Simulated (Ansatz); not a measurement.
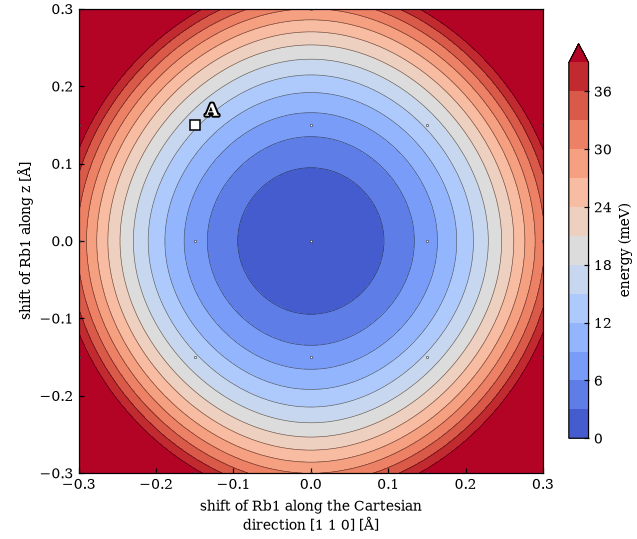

RbBr (Pm-3m, No. 221; 2 atoms in the cell). Atom Rb1 is moved over a plane while all other atoms and the cell stay fixed (its periodic images move with it) (x, y and z along the cube axes). Coordinates scanned: (1) shift of Rb1 along the Cartesian direction [1 1 0]; (2) shift of Rb1 along z. The grid has 5 × 5 points; 9 points were computed and 16 follow by symmetry. Points are written as (first, second). All energies are given in meV per cell relative to the lowest grid point. The reference cell is the one listed in the database, not relaxed at this level. All numbers below come from DFT PBEsol, scalar-relativistic, plane waves, PAW (Ansatz). Settings: cutoff 420 eV, k-mesh 6×6×6, gaussian smearing 0.05 eV, no spin polarisation.

The picture shows filled contours, dots at the grid points, one colour for all values above the top of the scale, the point A. Between grid points the surface is interpolated.

> Which way does the force act at A, and how strong is it?

A, at (−0.15 Å, 0.15 Å), is not a stationary point. The computed force is 0.16 eV/Å in the plane, pointing down and right in the picture (components 0.11 and −0.11 eV/Å).
